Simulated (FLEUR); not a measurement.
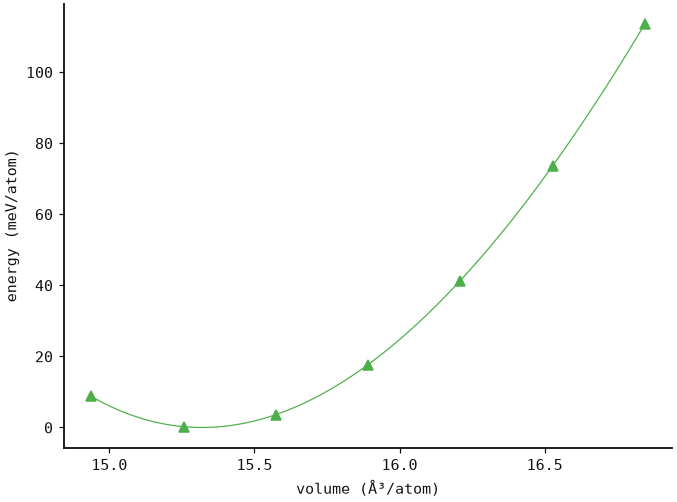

The picture above shows the energy against volume for Mo, space group Im-3m (No. 229).

Starting cell:
```
CELL_PARAMETERS angstrom
-1.58381 1.58381 1.58381
1.58381 -1.58381 1.58381
1.58381 1.58381 -1.58381
ATOMIC_POSITIONS crystal
Mo 0.00000 0.00000 0.00000
```

Method: all-electron LAPW DFT, no spin polarisation; energies at scaled volumes of the given cell, shape and fractions fixed, counted from the fit's minimum, third-order Birch-Murnaghan fit (FLEUR MaX-R8.1 (later development tree)). Level: PBEsol.

| setting | value |
| --- | --- |
| k mesh | 12×12×12 |
| occupations | Fermi–Dirac |
| smearing width | 0.05 eV |
| potentials | all electron |
| program settings | basis FLAPW, kmax 4.17 1/bohr |

This calculation gives: equilibrium volume 15.32 Å³/atom and bulk modulus 283 GPa.

Now the level changes from PBEsol to r2SCAN. How do these quantities change?

The equilibrium volume rises from 15.32 to 15.63 Å³/atom (+2.0 %) and the bulk modulus falls from 283 to 274 GPa (−3.2 %).

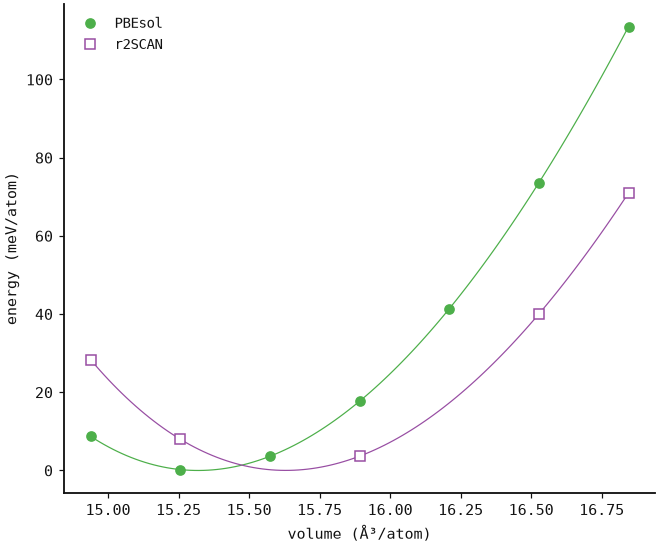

The two results together.

V0 and the bulk modulus come from third-order Birch–Murnaghan fits.
